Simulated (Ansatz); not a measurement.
**HfC$_{18}$ (slab): density, localisation and related maps**

Input

```
crystal:
  lattice:
    - [7.398, 0.0, 0.0]
    - [-3.699, 6.406856, 0.0]
    - [0.0, 0.0, 13.0]
  atoms:
    - { symbol: C, position: [0.0, 0.0, 0.0769231] }
    - { symbol: C, position: [0.2222222, 0.1111111, 0.0769231] }
    - { symbol: C, position: [0.0, 0.3333333, 0.0769231] }
    - { symbol: C, position: [0.2222222, 0.4444444, 0.0769231] }
    - { symbol: C, position: [0.0, 0.6666667, 0.0769231] }
    - { symbol: C, position: [0.2222222, 0.7777778, 0.0769231] }
    - { symbol: C, position: [0.3333333, 0.0, 0.0769231] }
    - { symbol: C, position: [0.5555556, 0.1111111, 0.0769231] }
    - { symbol: C, position: [0.3333333, 0.3333333, 0.0769231] }
    - { symbol: C, position: [0.5555556, 0.4444444, 0.0769231] }
    - { symbol: C, position: [0.3333333, 0.6666667, 0.0769231] }
    - { symbol: C, position: [0.5555556, 0.7777778, 0.0769231] }
    - { symbol: C, position: [0.6666667, 0.0, 0.0769231] }
    - { symbol: C, position: [0.8888889, 0.1111111, 0.0769231] }
    - { symbol: C, position: [0.6666667, 0.3333333, 0.0769231] }
    - { symbol: C, position: [0.8888889, 0.4444444, 0.0769231] }
    - { symbol: C, position: [0.6666667, 0.6666667, 0.0769231] }
    - { symbol: C, position: [0.8888889, 0.7777778, 0.0769231] }
    - { symbol: Hf, position: [0.719003, 0.404505, 0.2723077] }
basis:
  ecutwfc: 420.0
kpoints:
  mp_grid: { grid: [2, 2, 1] }
hamiltonian:
  xc: pbe
  pseudopotentials: { kind: paw, azcp: { folder: soft_1 } }
scf:
  occupations: { method: fermi_dirac, width: 0.05 }
  lower_state_search: "off"
relax:
  f_tol: 0.08
  max_steps: 25
  adjacent_minimum: "off"
output:
  write_density: true
  write_potential: true
  elf: true
  volumetric_format: npy
```

Command:

```sh
ansatz run input.yaml --threads 1 --pin off --max-ram 3072MiB --backend cpu --events-out ev --progress --plain --runs-dir out
```

The fields are those of the run's last geometry, not of the input's.

PAW files of the earlier set (soft_1).

These are results of DFT PBE, scalar-relativistic, plane waves, PAW in Ansatz 0.2.0, not measurements.

In a PAW calculation such maps are meaningful between the atoms, not at the nuclei.

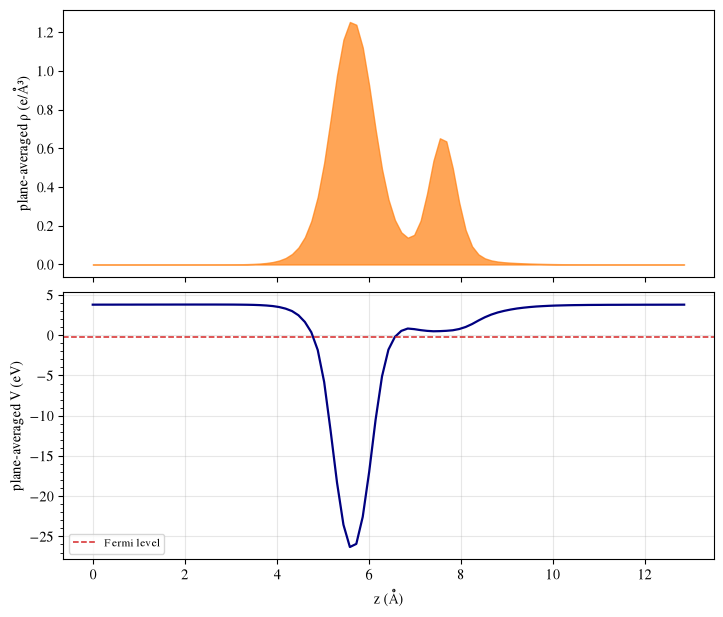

Figure 1. Plane average of the electrostatic potential (local pseudopotential plus Hartree) felt by an electron and of the valence pseudo-density across the slab.

How far below the vacuum level is the Fermi level?

The potential is flat in the vacuum, 4.0 eV above the Fermi level; this is the work function, the same on both faces.

What are the slab's thickness and the vacuum gap?

The outermost nuclei are 2.0 Å apart, in 2 atomic planes; the vacuum between periodic images is 11.0 Å wide.

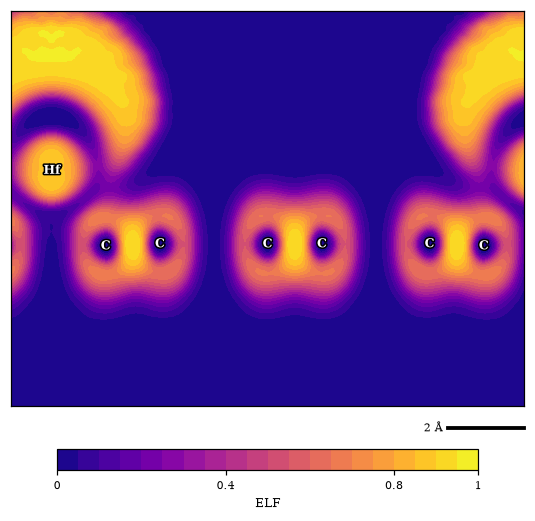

Figure 2. Electron localisation function on the (110) plane of the calculation cell, a cut from vacuum to vacuum.

What do the fields say about this system?

Atoms in the plane: C and Hf. C–C (1.43 Å): the ELF peaks at about 0.95 between the atoms. Hf–C (2.46 Å): the ELF peaks at about 0.65 in the valence shell of C, 0.7 Å from its nucleus, and is about 0.15 at the midpoint; no shared electron pair shows on this line. The features right at Hf lie inside the PAW spheres, where the map follows smoothed inner orbitals and isn't to be read closely.

Metal or insulator at this level of theory?

It is metallic or semimetallic at this level of theory: no gap opens.
